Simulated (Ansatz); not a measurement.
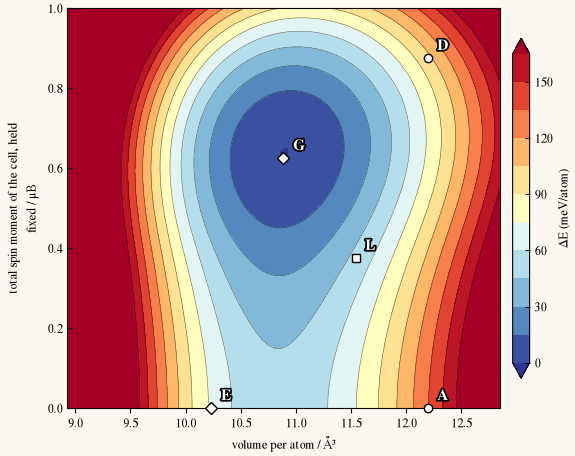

Ni (Fm-3m, No. 225; 1 atom in the cell). The energy is mapped over volume and a fixed ferromagnetic moment. The first coordinate is: volume per atom; the second: total spin moment of the cell, held fixed. Nothing is relaxed (shape and fractional coordinates fixed). The scan uses a 7 × 9 grid. Points are written as (first, second). All energies are given in meV/atom relative to the lowest grid point. The moment is held fixed and parallel; antiferromagnetic orders weren't tried. The electronic state followed may not be the lowest one. Theory: DFT PBE, scalar-relativistic, plane waves, PAW (Ansatz). Settings: cutoff 520 eV, k-mesh 24×24×24, gaussian smearing 0.15 eV.

Drawn: filled contours, one colour for all values above the top of the scale, lettered points. Between grid points the surface is interpolated.

What kind of point is each of D, G, L: minimum, saddle, maximum or slope?

D: on a slope; G: minimum; L: on a slope. (In these two coordinates alone; a stationary point may lie a little off the grid point.)

Rank the lettered points by energy, lowest first.

G (0 meV/atom), L (49 meV/atom), E (73 meV/atom), D (101 meV/atom), A (134 meV/atom).

PAW datasets: the set soft_1.
